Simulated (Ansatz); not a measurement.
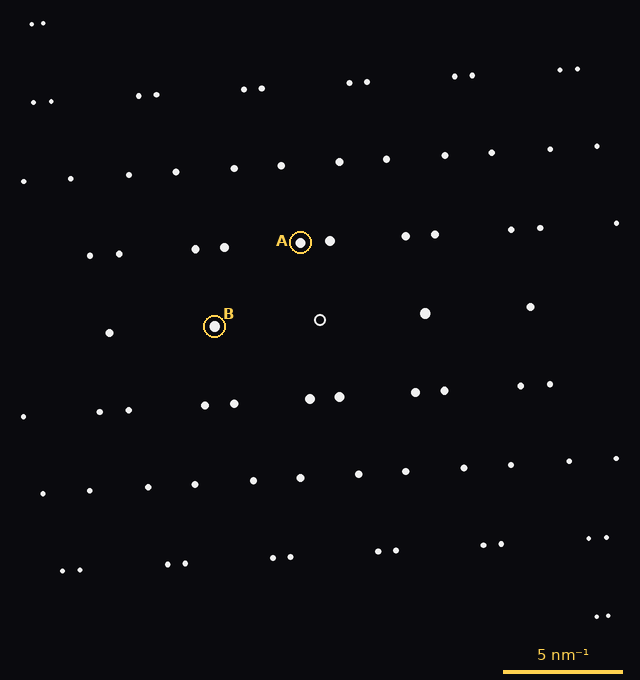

Simulated selected-area electron diffraction pattern (120 kV, kinematic approximation, thin crystal, B = 0.3 Å² for all atoms). Two individuals of a reflection twin are superposed (a geometric construction: whether this twin forms is not tested). Crystal: Hg, space group R-3m (No. 166), a = 3.977 Å, c = 5.931 Å (hexagonal axes), zone axis [100]. Structure: the end point of a relaxation at fixed volume with Ansatz, DFT r2SCAN, scalar-relativistic, plane waves, PAW.

In the first individual spot A is 0 -1 1 and spot B is 0 -1 -2.

Find the twin plane.

Answer. (012). The spot positions of the combined pattern are mirror-symmetric about the row through 0 1 2 (d = 2.247 Å), which both individuals share, while a single individual has only symmetry 2 without that mirror line. Friedel's law adds a mirror line at right angles, along which no low-index reflection lies.

Which other reflections coincide?

Answer. Within the frame only the reflections of the common row coincide.
